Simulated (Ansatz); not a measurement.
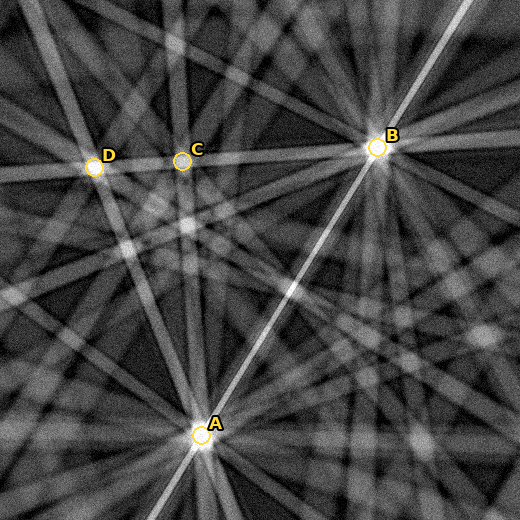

Simulated Kikuchi (electron backscatter) pattern at 20 kV: kinematic bands of width 2θ(Bragg) in gnomonic projection, seen from the camera side; the frame spans ±42° from its centre. Crystal: HfO2, space group P-3m1 (No. 164), a = 3.22 Å, c = 4.91 Å (hexagonal axes). Structure: the geometry relaxed at fixed volume with DFT PBEsol, scalar-relativistic, plane waves, PAW in Ansatz 0.2.0; the starting structure was generated, so it need not be a known form of this composition.

```csv
atom,site,symmetry,x,y,z
Hf,1a,-3m.,0.0000,0.0000,0.0000
O,2d,3m.,0.3333,0.6667,0.1967
```

Pole A is [110] and pole B is [100].

Index the poles C and D.

C is [31-1], 49.1° from A and 35.1° from B. D is [21-1], 49.5° from A and 49.5° from B.

Which band joins A and B, and how wide is it?

It comes from the planes common to both zones. The strongest order is 0 0 1 with d = 4.910 Å, so the band is 2θ = 1.0° wide (λ = 0.0859 Å). Other orders of the same planes (0 0 2, 0 0 4, 0 0 5) lie on the same centre line with other widths.
